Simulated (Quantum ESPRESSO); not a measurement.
## BN (F-43m): from Born charge to LO-TO splitting

Wanted: the LO mode of BN (F-43m) from the TO mode and the field response.

Calculated with Quantum ESPRESSO 7.5; DFT LDA, scalar-relativistic, plane waves, PseudoDojo norm-conserving pseudopotentials.

## 1. Set-up

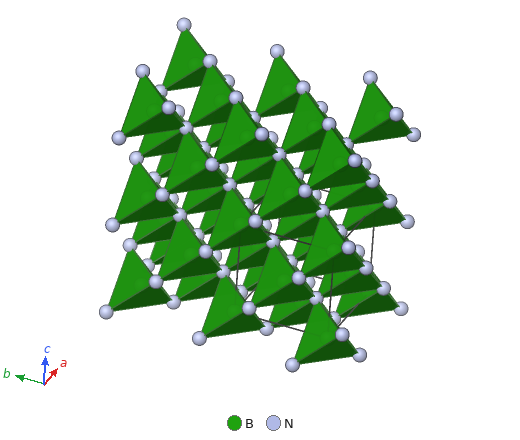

The cell as given, from a free direction (boron green, nitrogen light blue). 1×2×2 cells are drawn. This picture shows the conventional cell, with its axes. Some periodic images of atoms are drawn too.

## 2. What the response run gave

A linear-response run on the relaxed cell, with the response to an electric field; only its zone-centre results are used. Cutoff 92 Ry, k mesh 12×12×12.

The log of the run:

```text
[banners, grids, parts of the stress and lines that vanish by symmetry left out]
Program PHONON v.7.5
     Reading xml data from directory:

[...]
Exchange-correlation= PW
                           (   1   4   0   0   0   0   0)
[...]
kinetic-energy cut-off    =      92.0000  Ry
     charge density cut-off    =     368.0000  Ry
     convergence threshold     =      1.0E-18
[...]
Exchange-correlation= PW
                           (   1   4   0   0   0   0   0)
[...]
q = (   0.0000000   0.0000000   0.0000000 )
     25 Sym.Ops. (with q -> -q+G )
     G cutoff =  426.9551  (   9257 G-vectors)     FFT grid: ( 30, 30, 30)
     number of k points=    72
[...]
Mode symmetry, T_d (-43m)  point group:
[...]
Dielectric constant
[...]
End of electric fields calculation
          Dielectric constant in cartesian axis
          (       4.506765575      -0.000000000      -0.000000000 )
          (      -0.000000000       4.506765575      -0.000000000 )
          (      -0.000000000      -0.000000000       4.506765575 )
          Effective charges (d Force / dE) in cartesian axis without acoustic sum rule applied (asr)
           atom    1  B     Mean Z*:        1.87837
      Ex  (        1.87837       -0.00000        0.00000 )
      Ey  (       -0.00000        1.87837       -0.00000 )
      Ez  (        0.00000       -0.00000        1.87837 )
           atom    2  N     Mean Z*:       -1.87840
      Ex  (       -1.87840        0.00000       -0.00000 )
      Ey  (        0.00000       -1.87840       -0.00000 )
      Ez  (       -0.00000       -0.00000       -1.87840 )
          Effective charges Sum: Mean:       -0.00003
[...]
Effective charges (d Force / dE) in cartesian axis with asr applied:
           atom    1  B     Mean Z*:        1.87838
[...]
atom    2  N     Mean Z*:       -1.87838
[...]
Representation #   1 modes #   1   2   3
[...]
End of self-consistent calculation
     Convergence has been achieved
     Representation #   2 modes #   4   5   6
[...]
End of self-consistent calculation
     Convergence has been achieved
[...]
Dielectric constant in cartesian axis
          (       4.506765575      -0.000000000      -0.000000000 )
          (      -0.000000000       4.506765575      -0.000000000 )
          (      -0.000000000      -0.000000000       4.506765575 )
          Effective charges (d Force / dE) in cartesian axis without acoustic sum rule applied (asr)
           atom    1  B     Mean Z*:        1.87837
      Ex  (        1.87837       -0.00000        0.00000 )
      Ey  (       -0.00000        1.87837       -0.00000 )
      Ez  (        0.00000       -0.00000        1.87837 )
           atom    2  N     Mean Z*:       -1.87840
      Ex  (       -1.87840        0.00000       -0.00000 )
      Ey  (        0.00000       -1.87840       -0.00000 )
      Ez  (       -0.00000       -0.00000       -1.87840 )
          Effective charges Sum: Mean:       -0.00003
[...]
Effective charges (d Force / dE) in cartesian axis with asr applied:
           atom    1  B     Mean Z*:        1.87838
[...]
atom    2  N     Mean Z*:       -1.87838
[...]
q = (    0.000000000   0.000000000   0.000000000 )
[...]
freq (    1) =      -0.069484 [THz] =      -2.317753 [cm-1]
     freq (    2) =      -0.069484 [THz] =      -2.317753 [cm-1]
     freq (    3) =      -0.069484 [THz] =      -2.317753 [cm-1]
     freq (    4) =      32.036583 [THz] =    1068.625394 [cm-1]
     freq (    5) =      32.036583 [THz] =    1068.625394 [cm-1]
     freq (    6) =      32.036583 [THz] =    1068.625394 [cm-1]
[...]
Mode symmetry, T_d (-43m)  point group:
     freq (   1-   3) =         -2.3  [cm-1]   --> T_2  G_15 P_4   I+R
     freq (   4-   6) =       1068.6  [cm-1]   --> T_2  G_15 P_4   I+R

   JOB DONE.
```

```
                       quantity   value
             cell volume Ω (Å³)  11.484
                  mass of B (u)  10.810
                  mass of N (u)  14.007
      Born charge of B, raw (e)   1.878
      Born charge of N, raw (e)  -1.878
                             ε∞   4.507
ω(TO) after the sum rule (cm⁻¹)  1068.6
```

## 3. The calculation

The charges must sum to zero over the cell; taking off their mean, 0.000 e, leaves Z* = 1.878 e on B. In the polar mode B moves against N, so the reduced mass is μ = 10.81 × 14.01 / 24.82 = 6.101 u.

A longitudinal wave builds up a field that adds to the restoring force: ω(LO)² = ω(TO)² + 4π Z*² / (μ Ω ε∞), in Hartree atomic units. With μ = 11122 electron masses and Ω = 77.50 bohr³ the second term is 1.1414e-05 Ha², or 549824 cm⁻² (1 Ha = 219474.6 cm⁻¹).

So ω(LO) = √(1141970 + 549824) = 1300.7 cm⁻¹, and by the Lyddane-Sachs-Teller relation ε₀ = ε∞ (ω(LO)/ω(TO))² = 6.68.

## 4. Check against the program

The analysis program adds the same non-analytic term to the full matrix, here for q along (1 0 0).

The log of the run:

```text
[banner, memory and clock lines left out]
Program DYNMAT v.7.5

     Reading Dynamical Matrix from file g.dyn
     ...Force constants read
     ...epsilon and Z* read

     Polarizability (A^3 units)
     multiply by 0.461059 for Clausius-Mossotti correction
         3.204657   -0.000000   -0.000000
        -0.000000    3.204657   -0.000000
        -0.000000   -0.000000    3.204657

     IR activities are in (D/A)^2/amu units

# mode   [cm-1]    [THz]      IR
    1     -0.00   -0.0000    0.0000
    2      0.00    0.0000    0.0000
    3      0.00    0.0000    0.0000
    4   1068.63   32.0366   13.3418
    5   1068.63   32.0366   13.3418
    6   1300.69   38.9936   13.3418
```

ε₀ comes from the program's run without a direction of q.

```
    quantity  by hand  program
ω(LO) (cm⁻¹)   1300.7   1300.7
          ε₀     6.68     6.68
```

## 5. What came out

* TO mode: 1069 cm⁻¹
* LO mode: 1301 cm⁻¹
* static dielectric constant: 6.677

**Reading.** The LO mode of BN (F-43m) lies at 1301 cm⁻¹, 232 cm⁻¹ above the TO mode; the formula meets the program within 0.1 cm⁻¹, as it must for a cubic crystal with one polar mode. ω(LO)² − ω(TO)² goes with Z*²/ε∞: an error of 5 % in ε∞ would move the LO mode by 10.1 cm⁻¹, and semilocal functionals tend to overestimate ε∞. These are harmonic values at zero temperature, at the volume of this functional, for the structure held cubic; stability elsewhere in the zone is no part of this calculation.

[Host names and launcher messages were left out of these logs when they were recorded.]

[Logs are printed without paths, hosts, clocks, repeated set-up lines and the standing remarks that a program may print on its own settings, such as how far it seeks lower states.]

[Hosts, paths, dates, database ids (printed as entryN), source tags and the programs' standing remarks are cut or masked in the printed files.]
